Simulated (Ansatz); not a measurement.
Here is a crystal structure:

```cif
data_structure
_symmetry_space_group_name_H-M 'P 1'
_symmetry_Int_Tables_number 1
_cell_length_a 12.1351
_cell_length_b 3.0158
_cell_length_c 5.7510
_cell_angle_alpha 90.000
_cell_angle_beta 103.743
_cell_angle_gamma 90.000
_cell_volume 204.44
loop_
_atom_site_label
_atom_site_type_symbol
_atom_site_fract_x
_atom_site_fract_y
_atom_site_fract_z
_atom_site_occupancy
Ga1 Ga 0.34111 0.00000 0.68569 1
Ga2 Ga 0.15889 0.50000 0.31431 1
Ga3 Ga 0.40930 0.50000 0.20494 1
Ga4 Ga 0.09070 0.00000 0.79506 1
O1 O 0.00357 0.50000 0.74420 1
O2 O 0.49643 0.00000 0.25580 1
O3 O 0.32692 0.50000 0.43780 1
O4 O 0.17308 0.00000 0.56220 1
O5 O 0.16569 0.00000 0.10935 1
O6 O 0.33431 0.50000 0.89065 1
Ga5 Ga 0.84111 0.50000 0.68569 1
Ga6 Ga 0.65889 0.00000 0.31431 1
Ga7 Ga 0.90930 0.00000 0.20494 1
Ga8 Ga 0.59070 0.50000 0.79506 1
O7 O 0.50357 0.00000 0.74420 1
O8 O 0.99643 0.50000 0.25580 1
O9 O 0.82692 0.00000 0.43780 1
O10 O 0.67308 0.50000 0.56220 1
O11 O 0.66569 0.50000 0.10935 1
O12 O 0.83431 0.00000 0.89065 1
```

> What does this file describe?

The solid is Ga$_{2}$O$_{3}$. It belongs to space group C2/m (No. 12) and has a base-centred monoclinic lattice. In the cell are 8 Ga, 12 O, which makes 4 formula units. Ga takes two kinds of site: 4i with six O in a distorted octahedral arrangement at 1.92 to 2.05 Å; 4i with four O in a distorted tetrahedral arrangement at 1.82 to 1.85 Å. O takes three kinds of site: 4i with three Ga in a distorted trigonal planar arrangement at 1.82 to 1.92 Å; 4i with four Ga in a distorted tetrahedral arrangement at 1.85 to 2.05 Å; 4i with three Ga at 1.82 to 1.93 Å. The bonds build a three-dimensional framework.

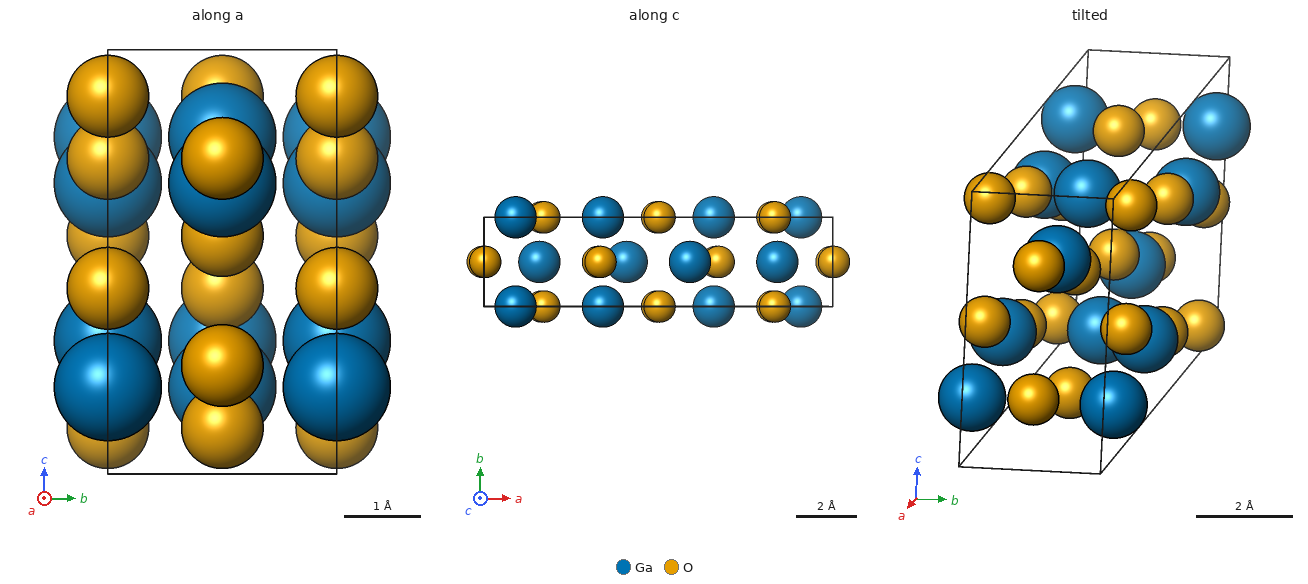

The figure gives a spheres-only picture of the atoms, viewed along the a axis, along the c axis and slightly off an axis. The conventional unit cell is outlined; an atom on or near a face, edge or corner is repeated at each equivalent position.

Its origin is a structure listed in the Materials Project. Cell shown after relaxation with DFT LDA, scalar-relativistic, plane waves, PAW (Ansatz).
